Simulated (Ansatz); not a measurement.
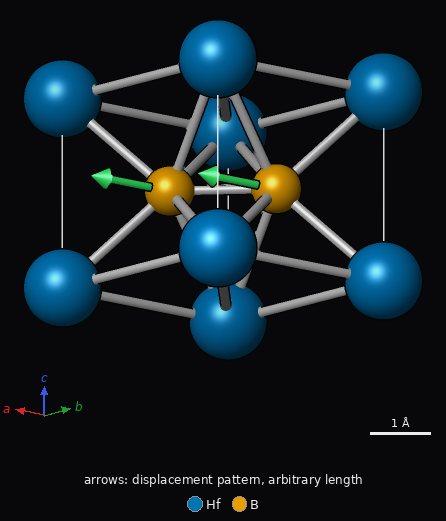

The lowest optical mode of crystalline HfB2, space group P6/mmm (No. 191), at the zone centre. The green arrows give the relative displacements of the atoms. A ball-and-stick model of the cell of the calculation, seen from a free direction.

The calculation used DFT PBE, scalar-relativistic, plane waves, PAW (Ansatz 0.2.0).

The input:
```yaml
crystal:
  lattice:
    - [3.1459702706, -2.9e-09, 0.0]
    - [-1.5729851328, 2.7244901754, 0.0]
    - [0.0, 0.0, 3.4861333876]
  atoms:
    - { symbol: Hf, position: [0.0, 0.0, 0.0] }
    - { symbol: B, position: [0.3333333333, 0.6666666667, 0.5] }
    - { symbol: B, position: [0.6666666667, 0.3333333333, 0.5] }
basis:
  ecutwfc: 420
kpoints:
  mp_grid: { grid: [18, 18, 14] }
hamiltonian:
  xc: pbe
scf:
  occupations: { method: fermi_dirac, width: 0.15 }
output:
  eigenvalues: true
phonons:
  method: dfpt
  eigenvectors: true
  qmesh: [3, 3, 2]
  temperatures: { t_max: 1000, t_step: 100 }
  qpath:
    path:
      - [[0.0, 0.0, 0.0], [0.5, 0.0, 0.0], [0.33333333, 0.33333333, 0.0], [0.0, 0.0, 0.0], [0.0, 0.0, 0.5], [0.5, 0.0, 0.5], [0.33333333, 0.33333333, 0.5], [0.0, 0.0, 0.5]]
      - [[0.5, 0.0, 0.5], [0.5, 0.0, 0.0]]
      - [[0.33333333, 0.33333333, 0.5], [0.33333333, 0.33333333, 0.0]]
    npoints: 8
```

Command:
```bash
ansatz run input.yaml --threads 1 --pin off --max-ram 2560MiB --backend cpu --events-out ev --progress --plain --runs-dir out
```

The frequencies depend somewhat on the k-mesh and the smearing.

Is this crystal at a minimum with respect to the drawn distortion?

Yes: this softest mode has a real frequency, and so have all others here. That speaks for this wave vector alone: the rest of the zone wasn't checked in this run. This is the E₁u mode (doubly degenerate; one member of the set is drawn) at 436 cm⁻¹, the lowest optical level, infrared-active by symmetry. The B sublattice moves against the Hf sublattice, along a; the kinetic energy is shared as B 89 %, Hf 11 %. The crystal is a metal, so free carriers screen the infrared response.
